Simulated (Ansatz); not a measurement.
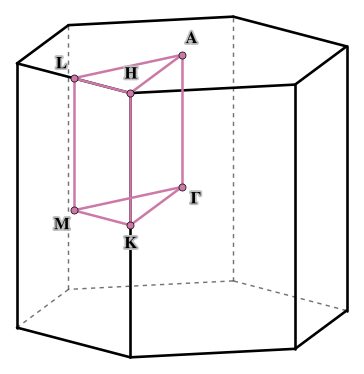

For Hg, coordinates from a relaxation with DFT r2SCAN, scalar-relativistic, plane waves, PAW (Ansatz 0.2.0); the starting structure was generated, so it need not be a known form of this composition: the figure shows the first Brillouin zone with its special points and a band path. All values are computed from the atomic coordinates in the standard setting (tolerance 0.002 Å).

Labels and path follow the convention of Hinuma et al. (2017), as computed by seekpath.

> Name the Bravais lattice of the crystal.

A primitive hexagonal lattice (hP; extended symbol hP2). The zone is a hexagonal prism in its combinatorial type: 8 faces (6 with 4 edges, 2 with 6 edges), 18 edges, 12 vertices.

> In which order does the conventional band path visit the special points?

Γ–M–K–Γ–A–L–H–A | L–M | H–K
